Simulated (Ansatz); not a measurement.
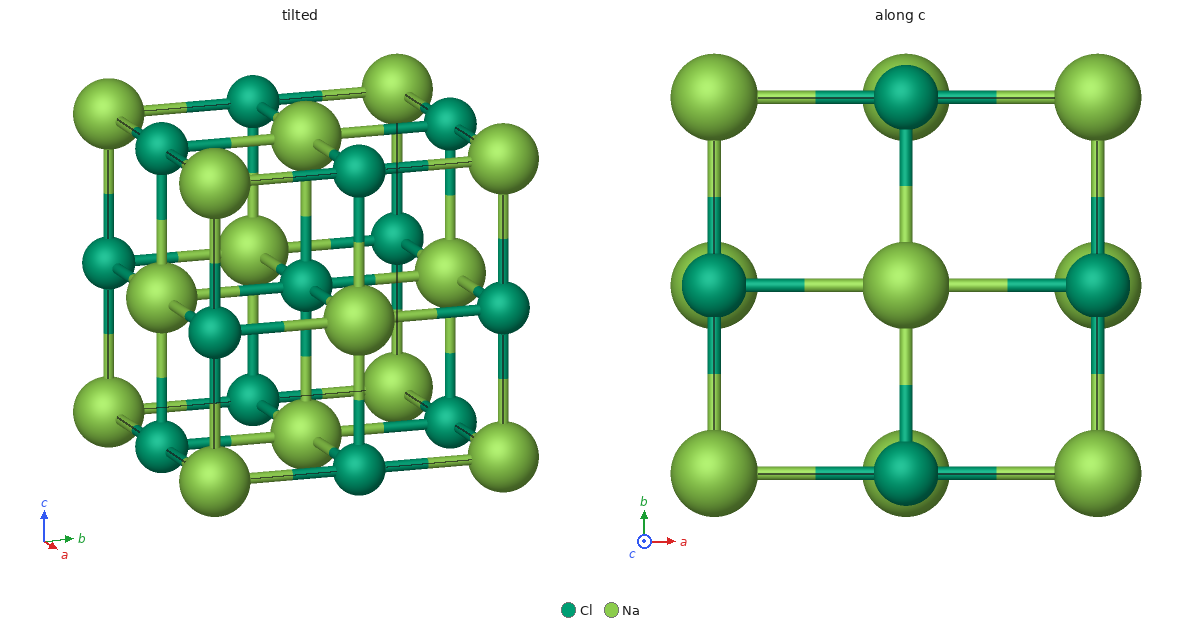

An orthographic ball-and-stick view of the structure, slightly off an axis and along the c axis. The outline marks the drawn cell (a repeat of the simulation cell).

NaCl, a = 5.72 Å, b = 5.61 Å, c = 5.61 Å, α = 90.00°, β = 90.00°, γ = 90.00°.

The numbers come from DFT, HSE06, plane waves, PAW (Ansatz 0.2.0), using 420 eV cutoff, k-points about 0.32 Å⁻¹ apart, no spin polarisation.

Predict the gap.

An insulator at this level, with a gap of 6.46 eV, direct.

What pressure does the calculation give for this cell?

The computed pressure is 0.2 GPa (compressed: it would expand).

The model was built from a structure type filled with these elements by a generator (whether the compound takes this form wasn't checked). The cell was then strained or its atoms displaced on purpose. It was run through Ansatz as a DFT input.
